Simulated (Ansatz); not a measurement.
# CdS: geometry relaxation (part 1 of 2)

CdS (P6₃mc, 4 atoms in the cell), computed with DFT LDA, scalar-relativistic, plane waves, PAW, no spin polarisation (Ansatz 0.2.0).

The structure derives from an entry of the Crystallography Open Database. It belongs to a series of runs on one base structure; here: relaxed again under DFT LDA, scalar-relativistic, plane waves, PAW. Figures and captions count atoms from 1; the log counts them from 0 in places.

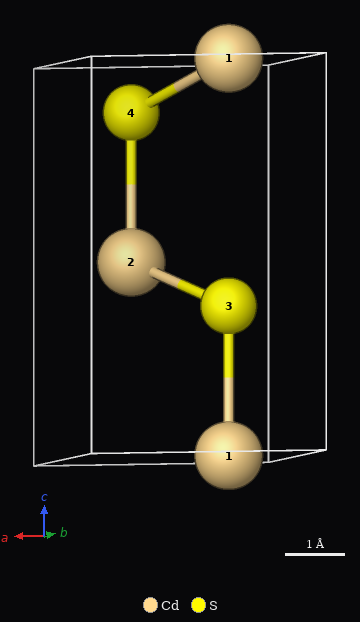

**Figure 1.** The starting structure (ball-and-stick view of the cell of the calculation, seen at an oblique angle; atoms are numbered from 1 in the order of the input). An atom can appear more than once, as a periodic image. Near neighbours in the periodic cell (some may lie outside the picture): Cd has 4 S at 2.57 Å; S has 4 Cd at 2.57 Å.

**Input**
```yaml
crystal:
  lattice:
    - [4.1969590873, 0.0, 0.0]
    - [-2.0984795437, 3.6346731883, 0.0]
    - [0.0, 0.0, 6.8279106676]
  atoms:
    - { symbol: Cd, position: [0.3333333333, 0.6666666667, -0.0008015542] }
    - { symbol: Cd, position: [0.6666666667, 0.3333333333, 0.4991984458] }
    - { symbol: S, position: [0.3333333333, 0.6666666667, 0.3758015542] }
    - { symbol: S, position: [0.6666666667, 0.3333333333, 0.8758015542] }
basis:
  ecutwfc: 420
kpoints:
  mp_grid: { grid: [6, 6, 4] }
hamiltonian:
  xc: lda
scf:
  occupations: { method: gaussian, width: 0.02 }
output:
  forces: true
  stress: true
  eigenvalues: true
relax:
  adjacent_minimum: "off"
  f_tol: 0.005
  max_steps: 50
  cell: { stress_tol: 0.05 }
```

Launch command:
```bash
ansatz run input.yaml --threads 1 --pin off --max-ram 2560MiB --backend cpu --events-out ev --progress --plain --runs-dir out
```

**Log**
```
Engine: ansatz 0.2.0, aarch64-unknown-linux-gnu
Pseudopotentials: kind: paw
Pseudopotential: Cd, paw, valence charge 20, recommended cutoff 420 eV (normal), Cd.paw.azcp
Pseudopotential: S, paw, valence charge 6, recommended cutoff 420 eV (normal), S.paw.azcp
Functional definition: SPW92
  exchange = slater_x
  correlation = pw_c
Crystal: 4 atoms, lattice volume = 104.157 Å³
Basis set: ecut = 420 eV, 1985 PW (Γ)
Bands: 32, of which v1, the nominal top of the filled ones, is band 26 counted from 1 (25 counted from 0)
Symmetry: 12 space group operations
Space group: P63mc (ITA 186), of the structure as read, at distance tolerance 4.7e-5 Å
k-points: 21 of 144 (time reversal used)
Non-local potential: Cd, projectors of the file, l = 0: 3, l = 1: 2, l = 2: 2, l = 3: 1
Non-local potential: S, projectors of the file, l = 0: 2, l = 1: 2, l = 2: 2
PAW form: soft (Blöchl's): semilocal exchange-correlation on the pseudo side does not see the compensation charge
PAW frozen core: Cd, regenerated for the run's functional, and the local potential with it (the file was generated under x = pbe(κ = 0.804, μ = 0.2195149727645171), c = pbe(β = 0.06672455060314922))
PAW frozen core: S, regenerated for the run's functional, and the local potential with it (the file was generated under x = pbe(κ = 0.804, μ = 0.2195149727645171), c = pbe(β = 0.06672455060314922))
PAW one-centre angular grid: Cd, 590 points (default); XC on 64 Gauss nodes
PAW one-centre angular grid: S, 110 points (default); XC on 64 Gauss nodes
Initial density: superposition of atomic densities (neutral atoms: chi_scale 0, normalization atom), corrected by the library's trained network
Initial wavefunctions: pseudopotential atomic-orbital guess
Functional: x = slater, c = lda
SCF iter   1: F=—  HF=-17977.170704 eV  |F-HF|=—  |Δ(HF+E_count)|=         —  Δρ=8.30e-3  dr2=7.40e-2  ethr=1.77e-3  ⟨swp⟩=6.3  Hψ=2770  notcnv=0
preconditioner: auto → Resta (q_TF=auto, 2.430 Å⁻¹)  ε∞=4.8  [insulator: Δε(μ)=0.725 eV  Ē_g=11.233 eV  σ=0.020 eV  W_gap=1.00  n_scr=22 (ndim 8)  ℏωp=21.8 eV  f_vac=0.143  D(μ)=0.00/eV (n_scr^D=0)  ε∞_Penn≈4.8]
SCF iter   2: F=—  HF=-17977.150783 eV  |F-HF|=—  |Δ(HF+E_count)|=   1.99e-2  Δρ=3.39e-3  dr2=1.33e-2  ethr=1.42e-4  ⟨swp⟩=3.0  Hψ=1292  notcnv=0  defer=36
SCF iter   3: F=—  HF=-17977.146908 eV  |F-HF|=—  |Δ(HF+E_count)|=   3.88e-3  Δρ=9.37e-4  dr2=8.26e-4  ethr=2.56e-5  ⟨swp⟩=2.0  Hψ=843  notcnv=0  defer=36
SCF iter   4: F=—  HF=-17977.146769 eV  |F-HF|=—  |Δ(HF+E_count)|=   1.38e-4  Δρ=2.67e-4  dr2=1.02e-4  ethr=1.59e-6  ⟨swp⟩=2.3  Hψ=1024  notcnv=0  defer=36
SCF iter   5: F=—  HF=-17977.146775 eV  |F-HF|=—  |Δ(HF+E_count)|=   5.33e-6  Δρ=7.98e-5  dr2=8.60e-6  ethr=1.96e-7  ⟨swp⟩=2.5  Hψ=930  notcnv=0  defer=36
SCF iter   6: F=—  HF=-17977.146827 eV  |F-HF|=—  |Δ(HF+E_count)|=   5.22e-5  Δρ=1.34e-5  dr2=2.98e-7  ethr=1.65e-8  ⟨swp⟩=2.0  Hψ=716  notcnv=0  defer=36
SCF iter   7: F=-17977.146827 eV  HF=-17977.146827 eV  |F-HF|=2.81e-9  |Δ(HF+E_count)|=   2.03e-7  Δρ=3.56e-6  dr2=1.43e-8  ethr=1.92e-10  ⟨swp⟩=8.1  Hψ=2887  notcnv=0
SCF 1 converged in 7 iterations: F = -17977.146827 eV  dr2 = 1.43e-8
  greatest PAW one-centre occupation: 1.000 electrons in one spin orbital (limit 2), on the Cd atom at site 1 (counted from 0), in its partial waves of l = 0
relax step   1: F+E_penalty+E_count = -17977.14682719 eV  Δ(F+E_penalty+E_count) = +0.000e0 eV  max|allowed force component| = 8.498e-4 eV/Å  Δτ_max = 0.0000 Å  P = -4.863 GPa  Ω = 104.157 Å³  (7 SCF iters, dr2 threshold 1.00e-7 eV, accepted)
Crystal: 4 atoms, lattice volume = 94.374 Å³
Basis set: ecut = 420 eV, 1811 PW (Γ)
Initial density: handed on by an earlier stage of this run
Initial wavefunctions: those handed on with the density
iter 1 solved again at ethr=2.39e-5 eV; its pass at ethr=3.10e-3 eV (dr2=1.24e-2 eV) is discarded
SCF iter   1: F=—  HF=-17977.293950 eV  |F-HF|=—  |Δ(HF+E_count)|=         —  Δρ=3.24e-3  dr2=1.35e-2  ethr=2.39e-5  ⟨swp⟩=1.6  Hψ=3318  notcnv=0
preconditioner: auto → Resta (q_TF=auto, 2.470 Å⁻¹)  ε∞=4.8  [insulator: Δε(μ)=1.089 eV  Ē_g=11.719 eV  σ=0.020 eV  W_gap=1.00  n_scr=22 (ndim 8)  ℏωp=22.9 eV  f_vac=0.089  D(μ)=0.00/eV (n_scr^D=0)  ε∞_Penn≈4.8]
SCF iter   2: F=—  HF=-17977.290259 eV  |F-HF|=—  |Δ(HF+E_count)|=   3.69e-3  Δρ=1.38e-3  dr2=2.75e-3  ethr=2.39e-5  ⟨swp⟩=2.0  Hψ=907  notcnv=0
SCF iter   3: F=—  HF=-17977.289545 eV  |F-HF|=—  |Δ(HF+E_count)|=   7.14e-4  Δρ=4.36e-4  dr2=3.02e-4  ethr=5.29e-6  ⟨swp⟩=2.0  Hψ=804  notcnv=0
SCF iter   4: F=—  HF=-17977.289569 eV  |F-HF|=—  |Δ(HF+E_count)|=   2.38e-5  Δρ=1.31e-4  dr2=2.00e-5  ethr=5.81e-7  ⟨swp⟩=2.1  Hψ=1053  notcnv=0
SCF iter   5: F=—  HF=-17977.289572 eV  |F-HF|=—  |Δ(HF+E_count)|=   3.00e-6  Δρ=5.43e-5  dr2=2.13e-6  ethr=3.85e-8  ⟨swp⟩=2.1  Hψ=1134  notcnv=0
SCF iter   6: F=-17977.289573 eV  HF=-17977.289573 eV  |F-HF|=8.51e-8  |Δ(HF+E_count)|=   5.88e-7  Δρ=8.72e-6  dr2=8.98e-8  ethr=7.69e-10  ⟨swp⟩=5.0  Hψ=2679  notcnv=0
SCF 2 converged in 6 iterations: F = -17977.289573 eV  dr2 = 8.98e-8
relax step   2: F+E_penalty+E_count = -17977.28957282 eV  Δ(F+E_penalty+E_count) = -1.427e-1 eV  max|allowed force component| = 1.867e-3 eV/Å  Δτ_max = 0.0004 Å  P = +0.756 GPa  Ω = 94.374 Å³  energy of the carried Pulay correction = +9.999e-4 eV  (6 SCF iters, dr2 threshold 4.00e-7 eV, accepted)
Crystal: 4 atoms, lattice volume = 95.582 Å³
iter 1 solved again at ethr=5.48e-7 eV; its pass at ethr=3.10e-3 eV (dr2=2.85e-4 eV) is discarded
SCF iter   1: F=—  HF=-17977.291932 eV  |F-HF|=—  |Δ(HF+E_count)|=         —  Δρ=4.85e-4  dr2=3.09e-4  ethr=5.48e-7  ⟨swp⟩=2.0  Hψ=3219  notcnv=0
preconditioner: auto → Resta (q_TF=auto, 2.465 Å⁻¹)  ε∞=4.8  [insulator: Δε(μ)=1.019 eV  Ē_g=11.666 eV  σ=0.020 eV  W_gap=1.00  n_scr=22 (ndim 8)  ℏωp=22.8 eV  f_vac=0.103  D(μ)=0.00/eV (n_scr^D=0)  ε∞_Penn≈4.8]
SCF iter   2: F=—  HF=-17977.291847 eV  |F-HF|=—  |Δ(HF+E_count)|=   8.50e-5  Δρ=1.92e-4  dr2=5.44e-5  ethr=5.48e-7  ⟨swp⟩=2.1  Hψ=814  notcnv=0
SCF iter   3: F=—  HF=-17977.291834 eV  |F-HF|=—  |Δ(HF+E_count)|=   1.34e-5  Δρ=6.78e-5  dr2=6.81e-6  ethr=1.05e-7  ⟨swp⟩=2.0  Hψ=792  notcnv=0
SCF iter   4: F=—  HF=-17977.291834 eV  |F-HF|=—  |Δ(HF+E_count)|=   3.84e-7  Δρ=2.31e-5  dr2=6.86e-7  ethr=1.31e-8  ⟨swp⟩=2.0  Hψ=1050  notcnv=0
SCF iter   5: F=-17977.291834 eV  HF=-17977.291834 eV  |F-HF|=2.19e-8  |Δ(HF+E_count)|=   5.62e-9  Δρ=7.26e-6  dr2=4.23e-8  ethr=7.69e-10  ⟨swp⟩=4.5  Hψ=2324  notcnv=0
SCF 3 converged in 5 iterations: F = -17977.291834 eV  dr2 = 4.23e-8
relax step   3: F+E_penalty+E_count = -17977.29183353 eV  Δ(F+E_penalty+E_count) = -2.261e-3 eV  max|allowed force component| = 3.775e-3 eV/Å  Δτ_max = 0.0011 Å  P = -0.125 GPa  Ω = 95.582 Å³  energy of the carried Pulay correction = +8.712e-4 eV  (5 SCF iters, dr2 threshold 4.00e-7 eV, accepted)
Crystal: 4 atoms, lattice volume = 95.410 Å³
iter 1 solved again at ethr=2.00e-8 eV; its pass at ethr=3.10e-3 eV (dr2=1.04e-5 eV) is discarded
SCF iter   1: F=—  HF=-17977.291928 eV  |F-HF|=—  |Δ(HF+E_count)|=         —  Δρ=7.23e-5  dr2=5.98e-6  ethr=2.00e-8  ⟨swp⟩=2.0  Hψ=3104  notcnv=0
preconditioner: auto → Resta (q_TF=auto, 2.466 Å⁻¹)  ε∞=4.8  [insulator: Δε(μ)=1.027 eV  Ē_g=11.673 eV  σ=0.020 eV  W_gap=1.00  n_scr=22 (ndim 8)  ℏωp=22.8 eV  f_vac=0.100  D(μ)=0.00/eV (n_scr^D=0)  ε∞_Penn≈4.8]
SCF iter   2: F=—  HF=-17977.291927 eV  |F-HF|=—  |Δ(HF+E_count)|=   1.64e-6  Δρ=3.07e-5  dr2=1.06e-6  ethr=1.15e-8  ⟨swp⟩=2.0  Hψ=789  notcnv=0
SCF iter   3: F=—  HF=-17977.291926 eV  |F-HF|=—  |Δ(HF+E_count)|=   2.97e-7  Δρ=1.08e-5  dr2=1.26e-7  ethr=2.04e-9  ⟨swp⟩=2.0  Hψ=790  notcnv=0
SCF iter   4: F=-17977.291926 eV  HF=-17977.291926 eV  |F-HF|=5.99e-9  |Δ(HF+E_count)|=   1.77e-8  Δρ=3.59e-6  dr2=1.76e-8  ethr=7.73e-11  ⟨swp⟩=4.1  Hψ=2266  notcnv=0
SCF 4 converged in 4 iterations: F = -17977.291926 eV  dr2 = 1.76e-8
relax step   4: F+E_penalty+E_count = -17977.29192644 eV  Δ(F+E_penalty+E_count) = -9.291e-5 eV  max|allowed force component| = 2.534e-3 eV/Å  Δτ_max = 0.0004 Å  P = -0.004 GPa  Ω = 95.410 Å³  energy of the carried Pulay correction = +8.895e-4 eV  (4 SCF iters, dr2 threshold 4.02e-8 eV, accepted)
Initial wavefunctions: pseudopotential atomic-orbital guess (no wavefunctions were taken with the density)
iter 1 solved again at ethr=1.39e-7 eV; its pass at ethr=3.10e-3 eV (dr2=7.20e-5 eV) is discarded
SCF iter   1: F=—  HF=-17977.290969 eV  |F-HF|=—  |Δ(HF+E_count)|=         —  Δρ=1.17e-4  dr2=2.16e-6  ethr=1.39e-7  ⟨swp⟩=3.0  Hψ=4566  notcnv=0
SCF iter   2: F=—  HF=-17977.290980 eV  |F-HF|=—  |Δ(HF+E_count)|=   1.09e-5  Δρ=5.40e-5  dr2=5.33e-7  ethr=4.16e-9  ⟨swp⟩=2.0  Hψ=1094  notcnv=0
SCF iter   3: F=—  HF=-17977.290980 eV  |F-HF|=—  |Δ(HF+E_count)|=   1.46e-8  Δρ=1.50e-5  dr2=3.71e-8  ethr=1.02e-9  ⟨swp⟩=1.0  Hψ=672  notcnv=0
SCF iter   4: F=—  HF=-17977.290980 eV  |F-HF|=—  |Δ(HF+E_count)|=   3.98e-9  Δρ=1.14e-6  dr2=5.39e-10  ethr=7.13e-11  ⟨swp⟩=3.0  Hψ=1260  notcnv=0
SCF iter   5: F=-17977.290980 eV  HF=-17977.290980 eV  |F-HF|=3.64e-12  |Δ(HF+E_count)|=  3.46e-10  Δρ=1.82e-7  dr2=2.83e-11  ethr=1.00e-12  ⟨swp⟩=4.0  Hψ=2172  notcnv=0
SCF 5 converged in 5 iterations: F = -17977.290980 eV  dr2 = 2.83e-11
  greatest PAW one-centre occupation: 1.000 electrons in one spin orbital (limit 2), on the Cd atom at site 0 (counted from 0), in its partial waves of l = 0
relax step   5: F+E_penalty+E_count = -17977.29097985 eV  Δ(F+E_penalty+E_count) = +9.466e-4 eV  max|allowed force component| = 2.548e-3 eV/Å  Δτ_max = 0.0000 Å  P = -0.002 GPa  Ω = 95.410 Å³  stress off target by 3.43e-3 GPa  SCF on the basis re-selected at this cell (its energy is not comparable with the rows above)  (5 SCF iters)
```

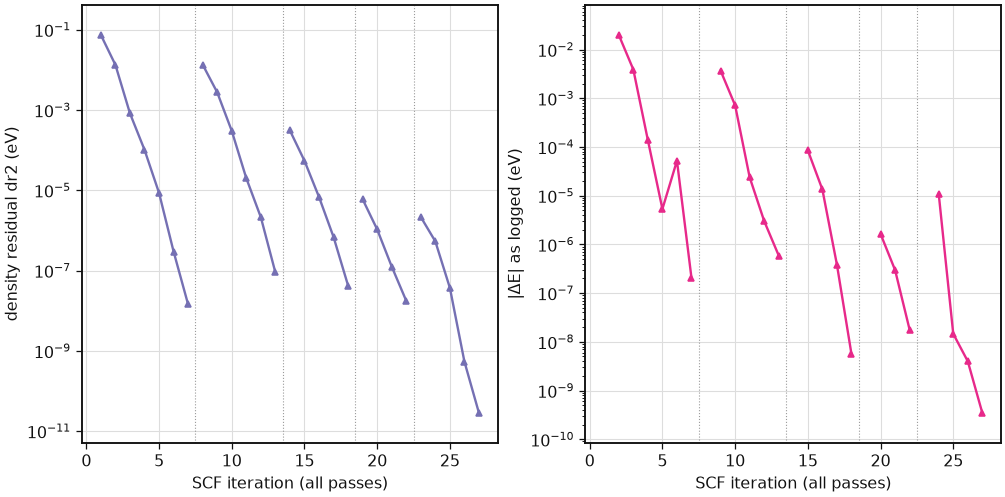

**Figure 2.** Convergence of the self-consistent field: density residual dr2 and size of the energy change against the SCF iteration. The dotted lines part the SCF passes of the relaxation: geometry steps, rejected trials and re-solves on a re-selected basis. The 5 passes take 4 to 7 iterations each, 27 in all.
